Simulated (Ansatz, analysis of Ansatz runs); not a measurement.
# Optical absorption band of the F+ centre in CaO (HSE06 on PBE structures), part 2 of 2

Aim: the optical absorption band of the F+ centre in CaO, to be set beside the measurement. Set-up: HSE06 on PBE structures, 32-site cell, PBE lattice, 420 eV, k: the zone centre alone. The model is a cell of 32 host atoms with 1 O taken out. The excitation energy is a difference of total energies with one electron moved up within one spin channel. Exact exchange opens the gap, stiffens bonds and lessens the self-interaction error, at many times the cost.

Ansatz 0.2.0; HSE06 on PBE structures, 32-site cell, PBE lattice, 420 eV, k: the zone centre alone.

So far: Set-up; Relaxation, charge +1.

**3. Ground state**

Both spins' levels are needed to pick the two between which the electron moves, so the ground state is solved with empty bands.

This step: plane-wave PAW DFT, HSE06; single point of a defect supercell on the structure relaxed with PBE.

Input file ground/input.yaml:

```yaml
crystal:
  lattice:
    - [-4.83077861, 4.83077861, 4.83077861]
    - [4.83077861, -4.83077861, 4.83077861]
    - [4.83077861, 4.83077861, -4.83077861]
  atoms:
    - { symbol: Ca, position: [0.0, 0.0, 0.0] }
    - { symbol: Ca, position: [0.0, 0.25, 0.75] }
[... 3 atom lines left out ...]
    - { symbol: Ca, position: [0.238584938, 0.238584938, 0.5] }
    - { symbol: Ca, position: [0.238584938, 0.5, 0.238584938] }
[... 2 atom lines left out ...]
    - { symbol: Ca, position: [0.5, 0.238584938, 0.238584938] }
[... 1 atom line left out ...]
    - { symbol: Ca, position: [0.5, 0.761415062, 0.761415062] }
[... 2 atom lines left out ...]
    - { symbol: Ca, position: [0.761415062, 0.5, 0.761415062] }
    - { symbol: Ca, position: [0.761415062, 0.761415062, 0.5] }
[... 1 atom line left out ...]
    - { symbol: O, position: [0.002651178, 0.251325589, 0.251325589] }
[... 1 atom line left out ...]
    - { symbol: O, position: [-0.002651178, 0.748674411, 0.748674411] }
    - { symbol: O, position: [0.251325589, 0.002651178, 0.251325589] }
    - { symbol: O, position: [0.251325589, 0.251325589, 0.002651178] }
[... 5 atom lines left out ...]
    - { symbol: O, position: [0.748674411, -0.002651178, 0.748674411] }
[... 2 atom lines left out ...]
    - { symbol: O, position: [0.748674411, 0.748674411, -0.002651178] }
total_charge: 1
basis:
  ecutwfc: 420
  xc_grid: 2
hamiltonian:
  xc: hse06
kpoints:
  mp_grid: { grid: [1, 1, 1] }
magnetization:
  spin_polarized: true
  initial_magnetization: 1
  spin_locking: { lock_magnetization: hard }
scf:
  occupations: { method: fermi_dirac, width: 0.01 }
  max_iter: 120
  n_extra_bands: 30
  lower_state_search: "off"
output:
  forces: true
  eigenvalues: true
checkpoint:
  read: "../relax.run"
  write: "../ground.run"
  compress: false
  write_wavefunctions: true
  write_every: 100000
```

Launch:

```console
$ ansatz run input.yaml --threads 2 --pin off --max-ram 3768MiB --backend cpu --events-out ev --progress --plain --runs-dir out
```

Numbers of over 12 decimals in the logs are rounded to 6 here.

The log of the run:

```text
[...]
Warning: the band count 155 (scf.n_extra_bands) hosts the net moment |M| = 1.0000 μB (N_el = 249) but caps the reachable moment at 2·n_bands − N_el = 61.0000 μB, below the 156 bands that the automatic rule leaves for it — a moment growing past the seed, or [...]
Warning: checkpoint.read: hamiltonian.xc differs: saved pbe, current hse06; the SCF iterates under this deck's functional from the saved state
[...]
exact exchange: scf.exx.singularity resolves to wigner_seitz, which cuts the screened interaction at the faces of the exchange supercell's Wigner-Seitz cell, so that each pair interacts once, at the shortest of its separations (the periodic images that this [...]
[...]
Crystal: 31 atoms, lattice volume = 450.932 Å³
Basis set: ecut = 420 eV, 8781 PW (Γ), exchange–correlation on 120×120×120 points (8 copies of the dense FFT grid, shifted against one another)
[...]
Fermi energy:    9.438317 (↑ 10.030060, ↓ 8.421778) eV
[...]
--- Forces (eV/Å), atoms counted from 1 ---
  atom   1  Ca     0.00000000     0.00000000    -0.00000000
  atom   2  Ca     0.00000000    -0.00000000     0.00000000
  [... 3 atoms left out ...]
  atom   6  Ca     0.00000000     0.00000000    -0.07714582
  atom   7  Ca     0.00000000    -0.07714582     0.00000000
  [... 2 atoms left out ...]
  atom  10  Ca    -0.07714582     0.00000000    -0.00000000
  [... 1 atom left out ...]
  atom  12  Ca     0.07714582    -0.00000000    -0.00000000
  [... 2 atoms left out ...]
  atom  15  Ca     0.00000000     0.07714582    -0.00000000
  atom  16  Ca     0.00000000     0.00000000     0.07714582
  [... 1 atom left out ...]
  atom  18  O      0.00000000     0.01354226     0.01354226
  [... 2 atoms left out ...]
  atom  21  O      0.01354226     0.00000000     0.01354226
  [... 1 atom left out ...]
  atom  23  O     -0.01354226     0.00000000     0.01354226
  [... 2 atoms left out ...]
  atom  26  O     -0.00000000    -0.01354226     0.01354226
  [... 5 atoms left out ...]
  max |Σ_I F_I| component: 7.11e-17 eV/Å
--- Band table (eV) ---
[...]
[key lines of the parts left out:]
Magnetization: 1.0000 μB (125.0000 up, 124.0000 down)
Free energy (F): -37651.008648 eV
```

Elapsed: 58 s, on 2 threads of Intel Xeon Platinum 8488C (Sapphire Rapids), shared host; peak memory 1.1 GiB.

Reading the cycles: dr2 is the Hartree energy of the density residual (eV), the measure of convergence; HF is the Harris–Foulkes estimate of the energy, which meets the free energy F at convergence.

Read from the output:

```yaml
free_energy: -37651.0086 eV
total_moment: 1 μB
integral_of_the_absolute_spin_density: 1.042 μB
spin_contamination: 0.001001
```

**4. Ground state at the level of the structure**

The ground state is solved at the level of the structure too, which shows how far its levels are spread.

This step: plane-wave PAW DFT, PBE; single point of a defect supercell.

ground_geo/input.yaml, as its differences from ground/input.yaml of step 3:

```diff
@@ -33,3 +33,3 @@
 hamiltonian:
-  xc: hse06
+  xc: pbe
 kpoints:
@@ -48,5 +48,6 @@
   eigenvalues: true
+  eigenstates: { localisation: true }
 checkpoint:
   read: "../relax.run"
-  write: "../ground.run"
+  write: "../ground_geo.run"
   compress: false
```

The log of the run:

```text
[...]
Crystal: 31 atoms, lattice volume = 450.932 Å³
Basis set: ecut = 420 eV, 8781 PW (Γ), exchange–correlation on 120×120×120 points (8 copies of the dense FFT grid, shifted against one another)
Bands: 155, of which v1, the nominal top of the filled ones, is band 125 counted from 1 (124 counted from 0)
Symmetry: 48 space group operations
[...]
k-points: 1
[...]
SCF iter   1: F=—  HF=-37641.363681 eV  |F-HF|=—  |Δ(HF+E_count)|=         —  Δρ=7.29e-7 (↑7.03e-7 ↓7.29e-7)  dr2=7.00e-9  dr2_m=1.32e-10  M=1.000 μB ∫|m|=1.036 μB  β_m=0.30  ethr=8.93e-12  ⟨swp⟩=3.5  Hψ=773  notcnv=0
[...]
SCF iter   2: F=-37641.363681 eV  HF=-37641.363681 eV  |F-HF|=2.56e-9  |Δ(HF+E_count)|=   1.79e-9  Δρ=5.58e-7 (↑5.43e-7 ↓5.58e-7)  dr2=4.28e-9  dr2_m=7.61e-11  M=1.000 μB ∫|m|=1.036 μB  ethr=2.81e-12  ⟨swp⟩=2.0  Hψ=542  notcnv=0
[...]
--- Forces (eV/Å), atoms counted from 1 ---
  atom   1  Ca     0.00000000     0.00000000    -0.00000000
  atom   2  Ca     0.00000000     0.00000000     0.00000000
  [... 3 atoms left out ...]
  atom   6  Ca     0.00000000    -0.00000000    -0.00295279
  atom   7  Ca     0.00000000    -0.00295279     0.00000000
  [... 2 atoms left out ...]
  atom  10  Ca    -0.00295279    -0.00000000     0.00000000
  [... 1 atom left out ...]
  atom  12  Ca     0.00295279     0.00000000     0.00000000
  [... 2 atoms left out ...]
  atom  15  Ca    -0.00000000     0.00295279    -0.00000000
  atom  16  Ca     0.00000000     0.00000000     0.00295279
  [... 1 atom left out ...]
  atom  18  O      0.00000000     0.01204537     0.01204537
  [... 2 atoms left out ...]
  atom  21  O      0.01204537    -0.00000000     0.01204537
  [... 1 atom left out ...]
  atom  23  O     -0.01204537     0.00000000     0.01204537
  [... 2 atoms left out ...]
  atom  26  O     -0.00000000    -0.01204537     0.01204537
  [... 5 atoms left out ...]
  max |Σ_I F_I| component: 1.04e-17 eV/Å
--- Band table (eV) ---
[...]
[key lines of the parts left out:]
SCF converged after 2 iterations
Magnetization: 1.0000 μB (125.0000 up, 124.0000 down)
Free energy (F): -37641.363681 eV
Fermi energy:    9.562481 (↑ 9.982850, ↓ 8.822121) eV
```

Wall time 3.5 s (2 threads); peak memory 0.69 GiB.

This step gave:

* free energy: -37641.3637 eV
* total moment: 1 μB
* integral of the absolute spin density: 1.038 μB
* spin contamination: 0.001439

From eigenstates.tsv, first k-point; energies on the run's zero. The participation number counts the atoms that a state is spread over, of 31; bands count from 0.

| spin | band | energy (eV) | occupation | participation | largest share on | share |
| --- | --- | --- | --- | --- | --- | --- |
| down | 118 | 7.134 | 1.00 | 12.5 | O23 | 0.11 |
| down | 119 | 7.134 | 1.00 | 12.4 | O21 | 0.12 |
| down | 120 | 7.134 | 1.00 | 10.3 | O22 | 0.12 |
| down | 121 | 7.432 | 1.00 | 12.5 | O21 | 0.11 |
| down | 122 | 7.432 | 1.00 | 13.5 | O18 | 0.09 |
| down | 123 | 7.432 | 1.00 | 12.5 | O24 | 0.11 |
| down | 124 | 10.201 | 0.00 | 10.1 | Ca6 | 0.13 |
| down | 125 | 11.085 | 0.00 | 26.2 | Ca2 | 0.05 |
| down | 126 | 11.085 | 0.00 | 26.2 | Ca2 | 0.05 |
| down | 127 | 11.085 | 0.00 | 26.2 | Ca5 | 0.05 |
| down | 128 | 12.633 | 0.00 | 29.8 | Ca6 | 0.04 |
| up | 119 | 7.128 | 1.00 | 12.8 | O22 | 0.10 |
| up | 120 | 7.128 | 1.00 | 11.2 | O18 | 0.12 |
| up | 121 | 7.426 | 1.00 | 13.3 | O21 | 0.10 |
| up | 122 | 7.426 | 1.00 | 12.9 | O26 | 0.10 |
| up | 123 | 7.426 | 1.00 | 12.4 | O24 | 0.11 |
| up | 124 | 8.924 | 1.00 | 8.8 | Ca6 | 0.14 |
| up | 125 | 11.053 | 0.00 | 26.2 | Ca8 | 0.05 |
| up | 126 | 11.053 | 0.00 | 26.2 | Ca8 | 0.05 |
| up | 127 | 11.053 | 0.00 | 26.2 | Ca5 | 0.05 |
| up | 128 | 12.430 | 0.00 | 11.3 | Ca7 | 0.13 |
| up | 129 | 12.430 | 0.00 | 11.4 | Ca10 | 0.12 |

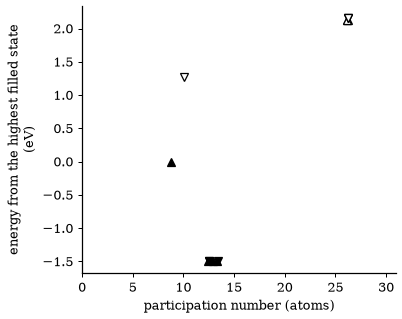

States next to the filling edge at the first k-point: energy against spread. Filled marks are occupied, open marks empty; triangles up and down are the spins.

Under PBE at the zone centre alone, the highest filled state is spin up, spread over 9 of 31 atoms, and the lowest empty one, 1.28 eV above it, is spin down, spread over 10 of 31 atoms.

The atoms' spheres hold 0.15 of the 1 μB, none over 0.02 μB.

**5. Excited state at the ground state's structure**

One electron is moved to the upper level and held there by its overlap; at the ground state's structure the energy difference is the vertical absorption.

This step: plane-wave PAW DFT, HSE06; single point of a defect supercell on the structure relaxed with PBE.

excited/input.yaml, as its differences from ground_geo/input.yaml of step 4:

```diff
@@ -33,3 +33,3 @@
 hamiltonian:
-  xc: pbe
+  xc: hse06
 kpoints:
@@ -41,4 +41,9 @@
 scf:
-  occupations: { method: fermi_dirac, width: 0.01 }
-  max_iter: 120
+  occupations:
+    method: fermi_dirac
+    width: 0.01
+    excite:
+      from: { channel: up, k: 0, band: v1, track: overlap }
+      to: { channel: up, k: 0, band: [c1, c3], track: overlap }
+  max_iter: 150
   n_extra_bands: 30
@@ -47,7 +52,5 @@
   forces: true
-  eigenvalues: true
-  eigenstates: { localisation: true }
 checkpoint:
-  read: "../relax.run"
-  write: "../ground_geo.run"
+  read: "../ground.run"
+  write: "../excited.run"
   compress: false
```

The log of the run:

```text
[...]
Warning: checkpoint.read: where the exact-exchange loop starts from the saved orbitals it accepts no state on its first cycle, because this run fills its levels by another recipe than the state's run did (scf.occupations, or the total moment that [...]
[...]
Crystal: 31 atoms, lattice volume = 450.932 Å³
Basis set: ecut = 420 eV, 8781 PW (Γ), exchange–correlation on 120×120×120 points (8 copies of the dense FFT grid, shifted against one another)
Bands: 155, of which v1, the nominal top of the filled ones, is band 125 counted from 1 (124 counted from 0)
Symmetry: 48 space group operations
[...]
k-points: 1
Excitation: hole v1 ↑ at k 0, (0, 0, 0); particle c1 to c3 ↑ at k 0, (0, 0, 0); 1.000000e0 electrons a cell; the bands as a deck names them, k counted from 0 among the points solved; in brackets its point in fractional reciprocal coordinates
[...]
[... 3 atoms left out ...]
  atom   6  Ca    -0.00000000    -0.00000000    -1.19656178
  atom   7  Ca    -0.00000000    -1.19656178     0.00000000
  [... 2 atoms left out ...]
  atom  10  Ca    -1.19656178    -0.00000000     0.00000000
  [... 1 atom left out ...]
  atom  12  Ca     1.19656178    -0.00000000    -0.00000000
  [... 2 atoms left out ...]
  atom  15  Ca    -0.00000000     1.19656178    -0.00000000
  atom  16  Ca    -0.00000000     0.00000000     1.19656178
  [... 1 atom left out ...]
  atom  18  O     -0.00000000     0.33656057     0.33656057
  [... 2 atoms left out ...]
  atom  21  O      0.33656057    -0.00000000     0.33656057
  [... 1 atom left out ...]
  atom  23  O     -0.33656057    -0.00000000     0.33656057
  [... 2 atoms left out ...]
  atom  26  O     -0.00000000    -0.33656057     0.33656057
  [... 5 atoms left out ...]
  max |Σ_I F_I| component: 4.44e-16 eV/Å
--- Band table (eV) ---
[...]
guard bands above this table: 15 of the run's 155 bands. The solve was not asked for them (output.publish_guard_bands: true or output.eigenvalues: true publishes all)
[key lines of the parts left out:]
Converged-ψ floor refinement (derivative, response, wavefunction or occupation consumer): ⟨swp⟩=4.0  Hψ=1023  notcnv=0
Magnetization: 1.0000 μB (125.0000 up, 124.0000 down)
Free energy (F): -37647.902716 eV
Fermi energy:    7.779988 (↑ 9.528298, ↓ 7.768542) eV  (of the remaining states, beside the excitation)
```

The job ended after 87 s (2 threads; peak memory 1.1 GiB; 2.7 min of CPU time).

Numbers from this step:

```yaml
free_energy: -37647.9027 eV
total_moment: 1 μB
integral_of_the_absolute_spin_density: 1.304 μB
spin_contamination: 0.001556
```

**6. Outcome**

The level that takes the electron spreads over a large part of the cell (26 of 31 atoms): it is diffuse or a band state, and this cell can't show whether it is bound to the centre. For the record: Vertical absorption energy: computed 3.11 eV, measured 3.7 eV; 0.59 eV below the measurement.

[Logs are printed without paths, hosts, clocks, repeated set-up lines and the standing remarks that a program may print on its own settings, such as how far it seeks lower states.]

[Hosts, paths, dates, database ids (printed as entryN), source tags and the programs' standing remarks are cut or masked in the printed files.]

[For some hosts the program warned that the k-mesh of the response run may be too coarse for force constants and the static dielectric constant; such warnings are not shown here.]
